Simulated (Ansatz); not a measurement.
# Zr in Cu(100), 2x2: scattering by a point defect

How strong a scatterer is Zr in Cu(100), 2x2, and does relaxation matter?

Method: Ansatz plane-wave DFT, PBE, PAW files; ballistic transport by layer matching (Landauer), zero bias; PAW set soft_1, in the first sound run; inputs show where later runs differ, in Ansatz 0.2.0.

### 1. Set-up

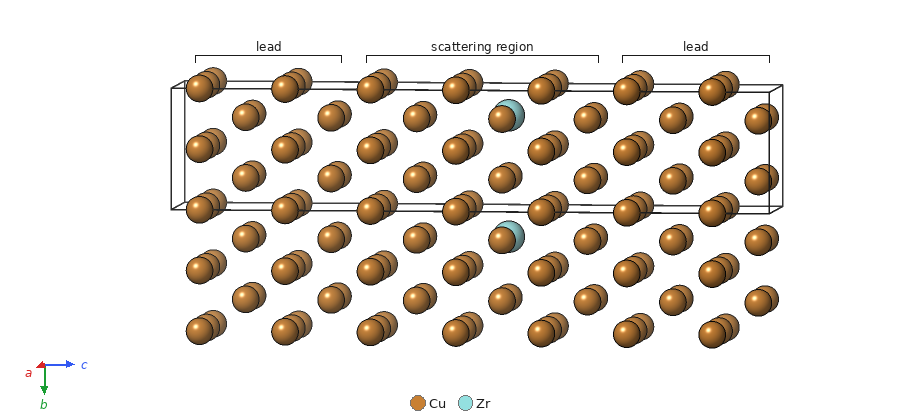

The starting structure, seen from the side, with the c axis across the page (copper orange, zirconium light teal). 1×2×1 cells are drawn. Some periodic images of atoms are drawn too.

The cell holds 56 atoms: 55 Cu and 1 Zr. Its edges and angles: a = 5.112 Å, b = 5.112 Å, c = 25.305 Å, α = 90.0°, β = 90.0°, γ = 90.0°. It derives from Cu. Regions: lead, 32 atoms (32 Cu); scattering region, 24 atoms (23 Cu and 1 Zr). The structure is stacked along c, and the current runs across the ab planes.

### 2. Transmission at ideal sites

The defect sits in one plane of the supercell, all atoms on ideal sites; the layers about the cell's end are the lead. The mesh across the current, 10×10, is finer than the density's, because channels open and close sharply across the zone. Energies from -0.1 to 0.1 eV in steps of 0.05 eV are too few for the program's thermal sum, so it prints no conductance; for a metal the transmission near the Fermi level serves, at a fraction of the cost.

input.yaml

```yaml
crystal:
  lattice:
    - [5.1123254594, 0.0, 0.0]
    - [0.0, 5.1123254594, 0.0]
    - [0.0, 0.0, 25.30472]
  atoms:
    - { symbol: Cu, position: [0.0, 0.0, 0.0357142857] }
    - { symbol: Cu, position: [0.0, 0.5, 0.0357142857] }
    - { symbol: Cu, position: [0.5, 0.0, 0.0357142857] }
    - { symbol: Cu, position: [0.5, 0.5, 0.0357142857] }
    - { symbol: Cu, position: [0.25, 0.25, 0.1071428571] }
    - { symbol: Cu, position: [0.25, 0.75, 0.1071428571] }
    - { symbol: Cu, position: [0.75, 0.25, 0.1071428571] }
    - { symbol: Cu, position: [0.75, 0.75, 0.1071428571] }
    - { symbol: Cu, position: [0.0, 0.0, 0.1785714286] }
    - { symbol: Cu, position: [0.0, 0.5, 0.1785714286] }
    - { symbol: Cu, position: [0.5, 0.0, 0.1785714286] }
    - { symbol: Cu, position: [0.5, 0.5, 0.1785714286] }
    - { symbol: Cu, position: [0.25, 0.25, 0.25] }
    - { symbol: Cu, position: [0.25, 0.75, 0.25] }
    - { symbol: Cu, position: [0.75, 0.25, 0.25] }
    - { symbol: Cu, position: [0.75, 0.75, 0.25] }
    - { symbol: Cu, position: [0.0, 0.0, 0.3214285714] }
    - { symbol: Cu, position: [0.0, 0.5, 0.3214285714] }
    - { symbol: Cu, position: [0.5, 0.0, 0.3214285714] }
    - { symbol: Cu, position: [0.5, 0.5, 0.3214285714] }
    - { symbol: Cu, position: [0.25, 0.25, 0.3928571429] }
    - { symbol: Cu, position: [0.25, 0.75, 0.3928571429] }
    - { symbol: Cu, position: [0.75, 0.25, 0.3928571429] }
    - { symbol: Cu, position: [0.75, 0.75, 0.3928571429] }
    - { symbol: Cu, position: [0.0, 0.0, 0.4642857143] }
    - { symbol: Cu, position: [0.0, 0.5, 0.4642857143] }
    - { symbol: Cu, position: [0.5, 0.0, 0.4642857143] }
    - { symbol: Cu, position: [0.5, 0.5, 0.4642857143] }
    - { symbol: Zr, position: [0.25, 0.25, 0.5357142857] }
    - { symbol: Cu, position: [0.25, 0.75, 0.5357142857] }
    - { symbol: Cu, position: [0.75, 0.25, 0.5357142857] }
    - { symbol: Cu, position: [0.75, 0.75, 0.5357142857] }
    - { symbol: Cu, position: [0.0, 0.0, 0.6071428571] }
    - { symbol: Cu, position: [0.0, 0.5, 0.6071428571] }
    - { symbol: Cu, position: [0.5, 0.0, 0.6071428571] }
    - { symbol: Cu, position: [0.5, 0.5, 0.6071428571] }
    - { symbol: Cu, position: [0.25, 0.25, 0.6785714286] }
    - { symbol: Cu, position: [0.25, 0.75, 0.6785714286] }
    - { symbol: Cu, position: [0.75, 0.25, 0.6785714286] }
    - { symbol: Cu, position: [0.75, 0.75, 0.6785714286] }
    - { symbol: Cu, position: [0.0, 0.0, 0.75] }
    - { symbol: Cu, position: [0.0, 0.5, 0.75] }
    - { symbol: Cu, position: [0.5, 0.0, 0.75] }
    - { symbol: Cu, position: [0.5, 0.5, 0.75] }
    - { symbol: Cu, position: [0.25, 0.25, 0.8214285714] }
    - { symbol: Cu, position: [0.25, 0.75, 0.8214285714] }
    - { symbol: Cu, position: [0.75, 0.25, 0.8214285714] }
    - { symbol: Cu, position: [0.75, 0.75, 0.8214285714] }
    - { symbol: Cu, position: [0.0, 0.0, 0.8928571429] }
    - { symbol: Cu, position: [0.0, 0.5, 0.8928571429] }
    - { symbol: Cu, position: [0.5, 0.0, 0.8928571429] }
    - { symbol: Cu, position: [0.5, 0.5, 0.8928571429] }
    - { symbol: Cu, position: [0.25, 0.25, 0.9642857143] }
    - { symbol: Cu, position: [0.25, 0.75, 0.9642857143] }
    - { symbol: Cu, position: [0.75, 0.25, 0.9642857143] }
    - { symbol: Cu, position: [0.75, 0.75, 0.9642857143] }
kpoints:
  mp_grid: { grid: [4, 4, 1] }
hamiltonian:
  xc: pbe
  pseudopotentials: { kind: paw, azcp: { folder: soft_1 } }
scf:
  occupations: { method: fermi_dirac, width: 0.1 }
output:
  transmission: { leads: [[0, 4]], kmesh: [10, 10], e_range: [-0.1, 0.1], de: 0.05 }
  write_potential: true
  write_density: true
  volumetric_format: npy
  elf: true
```

Run with:

```
$ ansatz run input.yaml --threads 4 --pin off --max-ram 15360MiB --backend cpu --events-out ev --progress --plain --runs-dir out
```

Numbers of over 12 decimals in the logs are rounded to 6 here.

The log of the run:

```text
Engine: ansatz 0.2.0, aarch64-unknown-linux-gnu
Pseudopotentials: kind: paw
Pseudopotential: Cu, paw, valence charge 19, recommended cutoff 420 eV (normal), soft_1/Cu.paw.azcp
Pseudopotential: Zr, paw, valence charge 12, recommended cutoff 420 eV (normal), soft_1/Zr.paw.azcp
Functional definition: PBE
  parameter kappa = 0.804
  parameter beta = 0.066725
  exchange = pbe_x(kappa = kappa, mu = beta*pi^2/3)
  correlation = pbe_c(beta = beta)
Crystal: 56 atoms, lattice volume = 661.361 Å³
Basis set: ecut = 420 eV, 12885 PW (Γ)
Bands: 635, of which v1, the nominal top of the filled ones, is band 529 counted from 1 (528 counted from 0)
Symmetry: 16 space group operations
Space group: P4/mmm (ITA 123), of the structure as read, at distance tolerance 8.7e-5 Å
k-points: 6 of 16
Non-local potential: Cu, projectors of the file, l = 0: 3, l = 1: 2, l = 2: 3, l = 3: 1
Non-local potential: Zr, projectors of the file, l = 0: 3, l = 1: 2, l = 2: 2, l = 3: 1
PAW form: soft (Blöchl's): semilocal exchange-correlation on the pseudo side does not see the compensation charge
PAW one-centre angular grid: Cu, 590 points (default); XC on 64 Gauss nodes
PAW one-centre angular grid: Zr, 590 points (default); XC on 64 Gauss nodes
Initial density: superposition of atomic densities (chi_scale 0.1, normalization cell, long waves 94 % of neutral atoms (reshape's long-wave potential 1.94 eV rms, cloud 3.07 Å wide))
Initial wavefunctions: pseudopotential atomic-orbital guess
Functional: x = pbe(κ = 0.804, μ = 0.219515), c = pbe(β = 0.066725)
SCF iter   1: F=—  HF=-368639.077762 eV  |F-HF|=—  |Δ(HF+E_count)|=         —  Δρ=3.07e-1  dr2=9.71e2  ethr=3.10e-3  ⟨swp⟩=5.0  Hψ=12319  notcnv=0  defer=67
preconditioner: auto → Kerker (q_TF=auto, 2.950 Å⁻¹)  [metal: Δε(μ)=0.029 eV  Ē_g=9.167 eV  σ=0.100 eV  W_gap=0.07  n_scr=306 (ndim 8)  ℏωp=35.8 eV  f_vac=0.000  D(μ)=28.06/eV (n_scr^D=242)]
SCF iter   2: F=—  HF=-368581.777239 eV  |F-HF|=—  |Δ(HF+E_count)|=    5.73e1  Δρ=9.52e-2  dr2=2.70e2  ethr=3.10e-3  ⟨swp⟩=2.0  Hψ=7424  notcnv=0  defer=442
SCF iter   3: F=—  HF=-368569.749139 eV  |F-HF|=—  |Δ(HF+E_count)|=    1.20e1  Δρ=5.28e-2  dr2=3.53e1  ethr=3.10e-3  ⟨swp⟩=2.0  Hψ=4502  notcnv=0  defer=459
SCF iter   4: F=—  HF=-368567.216659 eV  |F-HF|=—  |Δ(HF+E_count)|=    2.53e0  Δρ=1.27e-2  dr2=5.25e0  ethr=3.10e-3  ⟨swp⟩=2.0  Hψ=5215  notcnv=0  defer=459
SCF iter   5: F=—  HF=-368567.791742 eV  |F-HF|=—  |Δ(HF+E_count)|=   5.75e-1  Δρ=7.85e-3  dr2=6.84e-1  ethr=4.97e-4  ⟨swp⟩=2.0  Hψ=4998  notcnv=0  defer=463
SCF iter   6: F=—  HF=-368567.672654 eV  |F-HF|=—  |Δ(HF+E_count)|=   1.19e-1  Δρ=5.60e-3  dr2=6.12e-1  ethr=6.47e-5  ⟨swp⟩=2.0  Hψ=7024  notcnv=0  defer=462
SCF iter   7: F=—  HF=-368567.683180 eV  |F-HF|=—  |Δ(HF+E_count)|=   1.05e-2  Δρ=2.50e-3  dr2=3.18e-1  ethr=5.79e-5  ⟨swp⟩=1.7  Hψ=3598  notcnv=0  defer=462
SCF iter   8: F=—  HF=-368567.676797 eV  |F-HF|=—  |Δ(HF+E_count)|=   6.38e-3  Δρ=1.45e-3  dr2=4.56e-2  ethr=3.01e-5  ⟨swp⟩=1.0  Hψ=3523  notcnv=0  defer=462
SCF iter   9: F=—  HF=-368567.674920 eV  |F-HF|=—  |Δ(HF+E_count)|=   1.88e-3  Δρ=6.43e-4  dr2=1.89e-2  ethr=4.32e-6  ⟨swp⟩=2.0  Hψ=4440  notcnv=0  defer=462
SCF iter  10: F=—  HF=-368567.674802 eV  |F-HF|=—  |Δ(HF+E_count)|=   1.18e-4  Δρ=2.53e-4  dr2=4.30e-4  ethr=1.78e-6  ⟨swp⟩=1.0  Hψ=3688  notcnv=0  defer=462
SCF iter  11: F=—  HF=-368567.674842 eV  |F-HF|=—  |Δ(HF+E_count)|=   3.99e-5  Δρ=6.91e-5  dr2=5.17e-5  ethr=4.07e-8  ⟨swp⟩=2.0  Hψ=6196  notcnv=0  defer=462
SCF iter  12: F=—  HF=-368567.675072 eV  |F-HF|=—  |Δ(HF+E_count)|=   2.30e-4  Δρ=6.51e-5  dr2=2.97e-5  ethr=4.89e-9  ⟨swp⟩=2.0  Hψ=5287  notcnv=0  defer=462
SCF iter  13: F=—  HF=-368567.675070 eV  |F-HF|=—  |Δ(HF+E_count)|=   1.26e-6  Δρ=4.08e-5  dr2=1.23e-5  ethr=2.81e-9  ⟨swp⟩=2.0  Hψ=5182  notcnv=0  defer=462
SCF iter  14: F=—  HF=-368567.675069 eV  |F-HF|=—  |Δ(HF+E_count)|=   1.54e-6  Δρ=1.02e-5  dr2=2.01e-6  ethr=1.16e-9  ⟨swp⟩=2.0  Hψ=5178  notcnv=0  defer=462
SCF iter  15: F=—  HF=-368567.675069 eV  |F-HF|=—  |Δ(HF+E_count)|=   1.13e-7  Δρ=4.26e-6  dr2=2.09e-7  ethr=1.90e-10  ⟨swp⟩=1.3  Hψ=3643  notcnv=0  defer=462
SCF iter  16: F=—  HF=-368567.675069 eV  |F-HF|=—  |Δ(HF+E_count)|=   1.33e-8  Δρ=3.33e-6  dr2=2.34e-7  ethr=9.46e-12  ⟨swp⟩=7.7  Hψ=13651  notcnv=0
SCF iter  17: F=-368567.675069 eV  HF=-368567.675069 eV  |F-HF|=2.24e-8  |Δ(HF+E_count)|=   1.02e-8  Δρ=1.28e-6  dr2=2.29e-8  ethr=9.46e-12  ⟨swp⟩=1.0  Hψ=7767  notcnv=0
SCF 1 converged in 17 iterations: F = -368567.675069 eV  dr2 = 2.29e-8
  greatest PAW one-centre occupation: 1.000 electrons in one spin orbital (limit 2), on the Cu atom at site 38 (counted from 0), in its partial waves of l = 0
transmission: 87 of 840 steps passed
transmission: 171 of 840 steps passed
[...]
transmission: 840 of 840 steps passed
SCF converged after 17 iterations
Free energy (F): -368567.675069 eV
Harris-Foulkes:  -368567.675069 eV  (|F-HF|=2.24e-8)
Internal energy: -368566.944527 eV  (E = F + TS)
E sigma→0 (E₀):  -368567.309798 eV
Entropy (-TS):   -0.730542 eV (-13.045 meV/atom)
Fermi energy:    16.659552 eV
--- Per-component energies (eV) ---
  E_band       = -20046.711296
  E_kinetic    = 14735.258786
  E_local      = -249118.510754  (includes V_loc(G=0)·N_el)
  E_nonlocal   = 48993.898077
  E_hartree    = 105639.758282
  E_xc         = -3960.496966
  E_vxc        = -5097.710977  (∫ρ·V_xc dr)
  E_paw        = -102770.995636  (= ΣΔE_a)
  E_vpaw       = -40839.257641  (= ΣTr[D̂ρ^β])
  E_aug_tail   = 0.056514  (compensation charges beyond the density's cutoff)
  E_ewald      = -182085.912830
  E_smearing   = -0.730542  (= −TS)
  E_closure    = -0.000000  (closes the sum)
  Σ components = -368567.675069   (vs F -368567.675069, Δ=0.00e0)
--- Band table (eV; the first three rows and the last of 6) ---
  k-point 0: bands = [... 525 lower, 16.1834, 16.2188, 16.2191, 16.2191, 16.2304, 16.2988, 16.2988, 16.3105, ... 102 higher]
  k-point 1: bands = [... 525 lower, 16.5213, 16.5396, 16.5827, 16.6055, 16.7076, 16.7188, 16.8051, 16.8097, ... 102 higher]
  k-point 2: bands = [... 525 lower, 16.9571, 17.0270, 17.0708, 17.0720, 17.0848, 17.1123, 17.1410, 17.1776, ... 102 higher]
  k-point 5: bands = [... 525 lower, 15.8742, 15.9132, 16.5061, 16.5061, 16.6388, 16.7547, 16.8400, 16.8695, ... 102 higher]
--- Transmission ---
  basis      : 225 plane waves across, 40 finite elements along
  points     : 21, standing for a mesh of 10 x 10
  energies   : 5 from -0.100000 to 0.100000 eV about the Fermi level, 0.050000 eV apart; the leads are filled to 0.000000 eV, and channels, transmission and decay are at 0.000000 eV
  crystal 0  : Cu4, at the sites [0, 4], period 1.8075 Å, over 23.50 Å; its Hamiltonian steps by up to 6.9 meV
    offset         : up to 0.0000 Å between an atom of the period and one for which it stands
    channels       : 3.570000e0 a spin
    conductance    : none, the energies end too early or step too widely for 300 K: set another output.transmission.e_range or a lower de, or, where they end at an eighth of basis.ecutwfc, a higher one
  junction   : crystal 0 to crystal 0, 1.11 to 24.61 Å
    transmission   : 2.108877e0 a spin
    conductance    : none, the energies end too early or step too widely for 300 K: set another output.transmission.e_range or a lower de, or, where they end at an eighth of basis.ecutwfc, a higher one
```

The job ended after 6.1 min (4 threads of Arm Neoverse V1, shared host; peak memory 7.3 GiB).

Reading the cycles: dr2 is the Hartree energy of the density residual (eV), the measure of convergence; HF is the Harris–Foulkes estimate of the energy, which meets the free energy F at convergence.

This run has no spin polarisation although its electron count is odd.

Numbers from this step:

- free energy: -368567.6751 eV
- energy at zero smearing: -368567.3098 eV
- Fermi energy: 16.66 eV
- cell area: 26.14 Å²
- transmission per spin nearest the Fermi level: 2.109
- open channels per spin nearest the Fermi level: 3.57
- step of the lead's potential: 6.9 meV

Per spin. The transmission, zone mean by energy, zero at the Fermi level:

| energy (eV) | transmission, zone mean |
| --- | --- |
| -0.1000 | 2.15 |
| -0.0500 | 2.11 |
| 0.0000 | 2.11 |
| 0.0500 | 2.13 |
| 0.1000 | 2.10 |

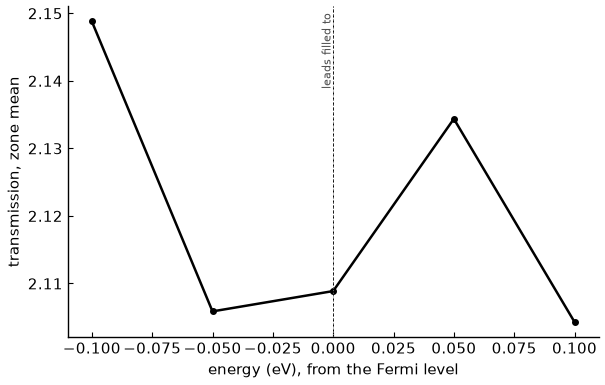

Transmission, zone mean, plotted against energy.

Per spin. Table of open channels, zone mean, lead by energy, zero at the Fermi level:

| energy (eV) | open channels, zone mean, lead |
| --- | --- |
| -0.1000 | 3.57 |
| -0.0500 | 3.57 |
| 0.0000 | 3.57 |
| 0.0500 | 3.65 |
| 0.1000 | 3.65 |

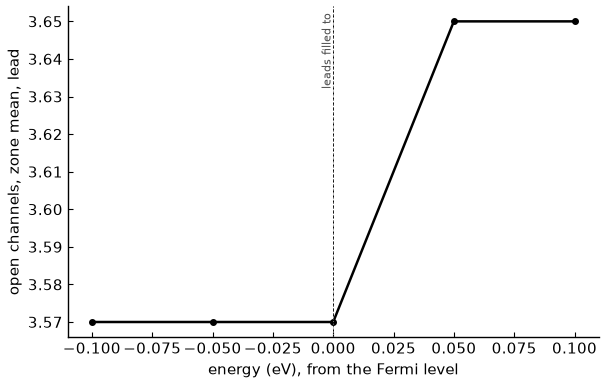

Open channels, zone mean, lead against energy.

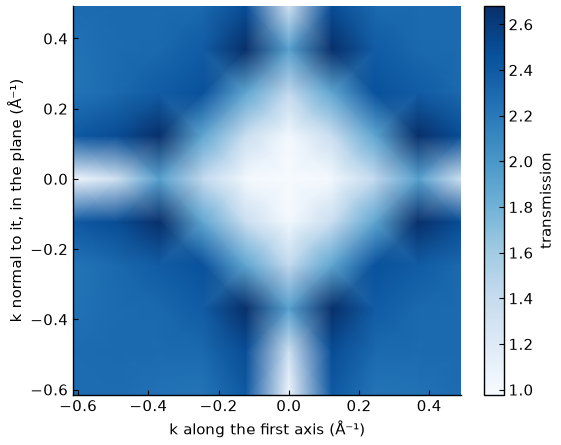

Transmission over k1 and k2. At 0.0000 eV from the Fermi level.

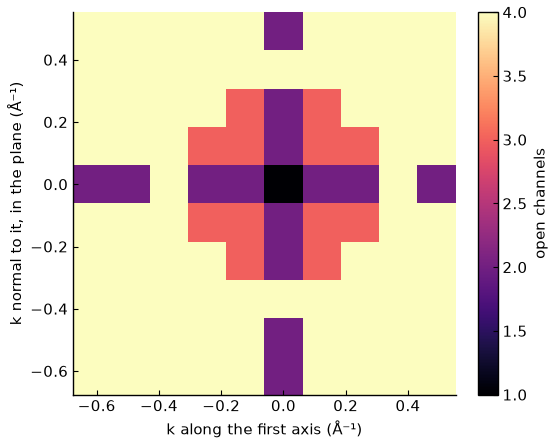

Open channels over k1 and k2. At 0.0000 eV from the Fermi level.

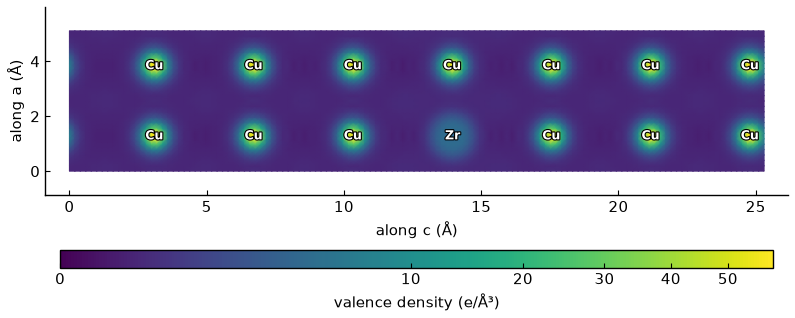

Valence density in the ca plane at fractional y = 0.250, with atoms of Cu and Zr within 0.2 Å of it. It is the smooth field of the valence electrons, not physical close to the nuclei. The colour scale is stretched toward low values.

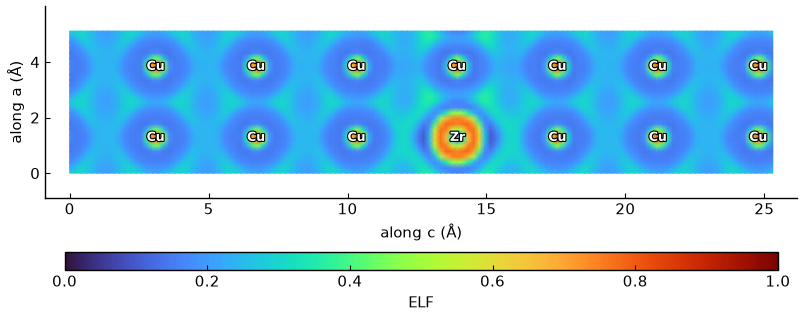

ELF in the ca plane at fractional y = 0.250, with atoms of Cu and Zr within 0.2 Å of it. It is the smooth field of the valence electrons, not physical close to the nuclei.

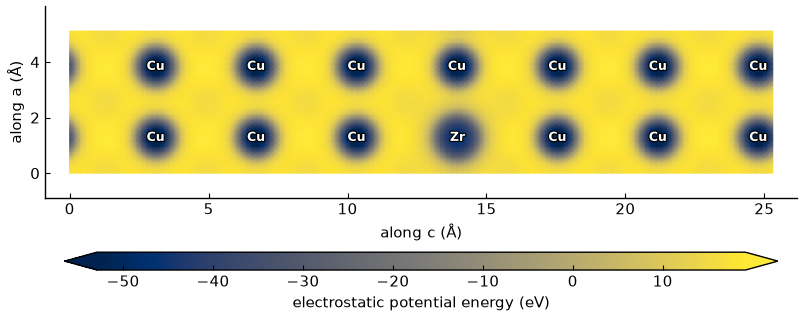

Electrostatic potential energy in the ca plane at fractional y = 0.250, with atoms of Cu and Zr within 0.2 Å of it. With pseudopotentials it is smooth inside the atoms' cores, unlike the true potential.

Over the solved energies the transmission per spin lies between 2.10 and 2.15, out of 3.60 channels of the lead on average (up to 3.65).

### 3. Resistance at ideal sites

This step: Ansatz plane-wave DFT, PBE, PAW files; ballistic transport by layer matching (Landauer), zero bias; area resistance of the defect plane and resistivity an atomic per cent; PAW set soft_1 (Ansatz 0.2.0).

This step gave:

```yaml
area_resistance: 0.6560 fΩ m²
t_over_the_leads_mean_channel_count: 0.5884
resistivity_per_at_scaled_from_this_dense_plane_with_the_factor_3_over_4_for_isotropic_scattering: 10.89 µΩ cm
```

Averaged over the energies near the Fermi level, 58.8 % of the channels pass, which makes 0.656 fΩ m².

By hand, with T and the leads' channels N averaged over the energies near the Fermi level: RA = A (h/2e²)(1/T − 1/N) = 26.14×10⁻²⁰ m² × 12 906 Ω × (1/2.116 − 1/3.597) = 0.656 fΩ m². Per atomic per cent: RA × A / V_atom × 0.01 × 3/4 = 10.9 µΩ cm, with the host's V_atom = 11.81 Å³.

[end of part 1 of 3]

[Logs are printed without paths, hosts, clocks, repeated set-up lines and the standing remarks that a program may print on its own settings, such as how far it seeks lower states.]

[Hosts, paths, dates, database ids (printed as entryN), source tags and the programs' standing remarks are cut or masked in the printed files.]
